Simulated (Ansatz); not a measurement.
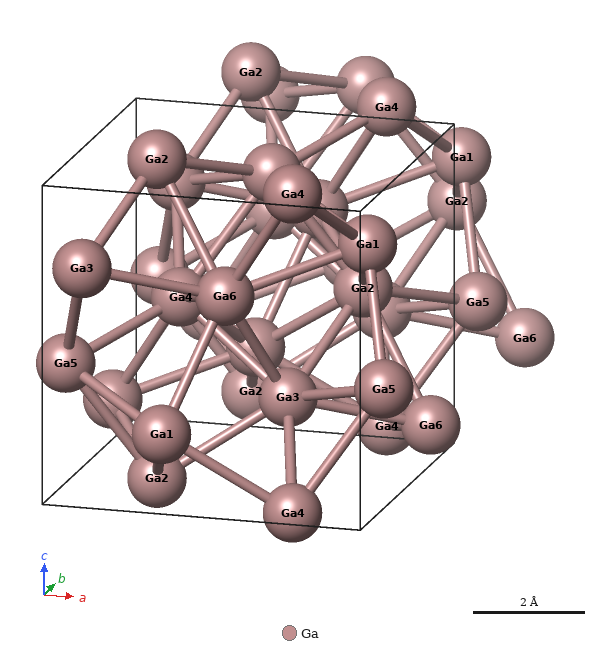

Reference structure: crystalline Ga (set up in I-43d). A ball-and-stick model of the conventional cell (2 times the calculation's cell), repeated 1 × 2 × 1 with one cell outlined, seen slightly off an axis. Lengths and directions refer to the drawn axes.

All numbers below come from DFT r2SCAN, scalar-relativistic, plane waves, PAW in Ansatz. Settings: plane-wave cutoff 500 eV; k-point mesh 8 × 8 × 8; occupations gaussian; smearing width 0.1 eV; no spin polarisation.

Now this is done to it. All lengths are scaled by +2.0 % (volume +6.0 %), the atoms keeping their fractional coordinates. No relaxation follows.

Predict the response.

Answer. It costs 10.4 meV per atom. Pressure: 0.0 GPa before, −3.0 GPa after. All forces vanish by symmetry. Some distances before and after: Ga–Ga 2.800 → 2.855 Å. The space group stays I-43d (No. 220).

The changed structure in the same view:

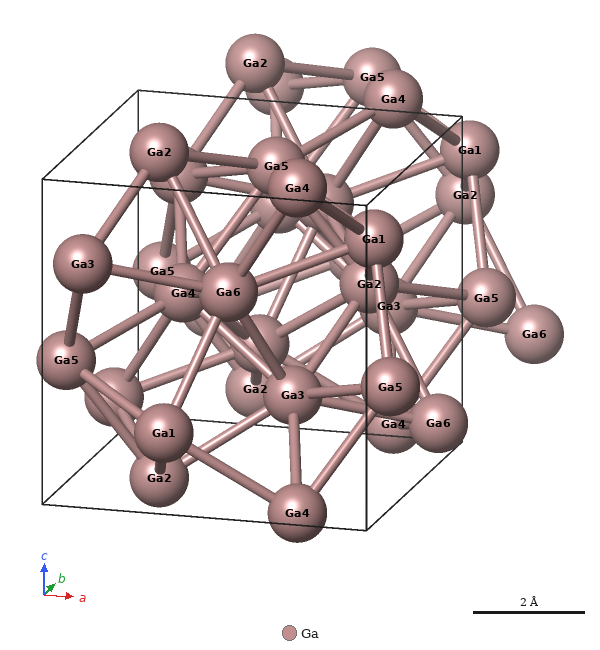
